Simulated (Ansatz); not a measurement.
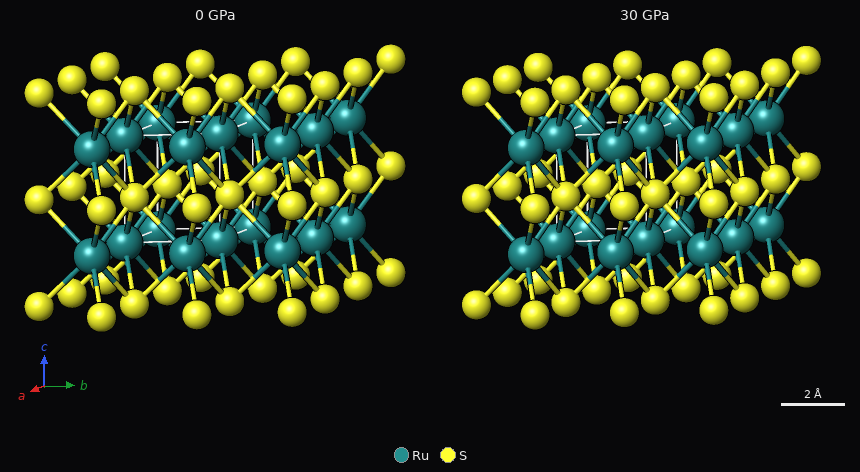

Solid RuS (a generated structure, set up in P-6m2), relaxed (cell and atoms) at several target pressures. The picture shows the first and the last member. A ball-and-stick model of the cell of the calculation, repeated 2 × 2 × 1 with one cell outlined, seen slightly off an axis.

Computed with Ansatz 0.2.0: PBE, Ansatz PAW. Settings: plane-wave cutoff 420 eV; k-point mesh 9 × 9 × 8; occupations fermi-dirac; smearing width 0.05 eV; no spin polarisation; cell and atoms relaxed; force threshold 0.01 eV/Å.

| pressure (GPa) | volume (Å³/atom) | a (Å) | c (Å) |
| --- | --- | --- | --- |
| 0 | 14.126 | 3.082 | 3.435 |
| 2 | 13.963 | 3.065 | 3.433 |
| 5 | 13.737 | 3.041 | 3.431 |
| 10 | 13.403 | 3.005 | 3.429 |
| 20 | ? | ? | ? |
| 30 | 12.393 | 2.892 | 3.423 |

Question: One row is withheld. What does the calculation give there?

Answer: Murnaghan's form V = V₀(1 + B′P/B₀)^(−1/B′), with V₀ = 14.126 Å³ from the row at zero pressure, fits the other rows with B₀ = 169 GPa and B′ = 4.48 (largest miss 0.003 Å³). At 20 GPa it gives 14.126 × (1 + 4.48 × 20/169)^(−1/4.48) = 12.846 Å³ per atom. The calculation gives 12.845 Å³/atom (a = 2.943 Å, c = 3.426 Å). The estimate is 0.001 Å³/atom too high. From the first member to the last: Ru–Ru 3.082 → 2.892 Å, Ru–S 2.473 → 2.391 Å.

The whole series:

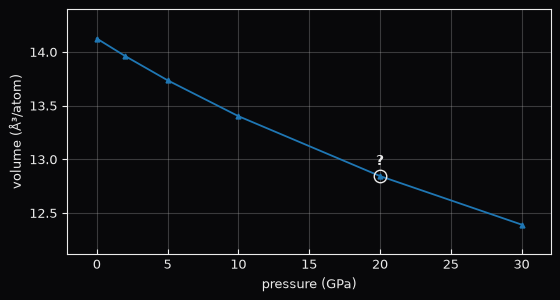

Each member starts from this one structure; whether another phase lies lower wasn't checked.
